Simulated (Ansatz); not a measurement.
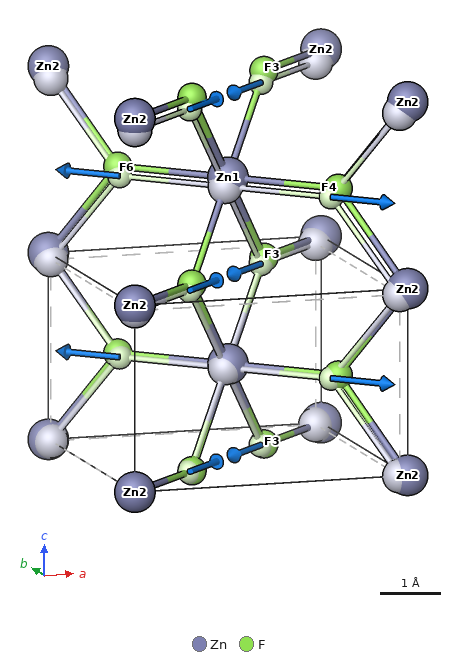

Solid ZnF$_{2}$ (set up in P4_2/mnm), drawn pale, and a changed version of it, drawn solid. The blue arrows show how the atoms are displaced (without the part that the change of the cell carries along), magnified 50 times. The picture is a ball-and-stick view of the cell of the calculation, repeated 1 × 1 × 2 with one cell outlined, seen from a free direction.

Theory: DFT r2SCAN, scalar-relativistic, plane waves, PAW in Ansatz 0.2.0. Settings: plane-wave cutoff 500 eV; k-point mesh 6 × 6 × 8; occupations gaussian; smearing width 0.02 eV; no spin polarisation.

**Describe the change and its computed effect.**

Equal strain along all axes, +3.0 %, is applied. The cell is then held and the atoms relaxed. It costs 31.0 meV per atom. The pressure goes from 0.0 to −8.5 GPa. The principal stresses (compression positive) are −10.0 GPa along c and −7.8 GPa across it. The volume changes by +9.3 %, with a = b 4.703 → 4.844 Å (+3.0 %), c 3.127 → 3.221 Å (+3.0 %). The largest moves relative to the cell, 0.025 Å, are those of F atoms. Zn stays in place. Among the bonded contacts that change: F–Zn 2.016 → 2.101 Å, F–Zn 2.039 → 2.085 Å. The space group stays P4_2/mnm (No. 136).
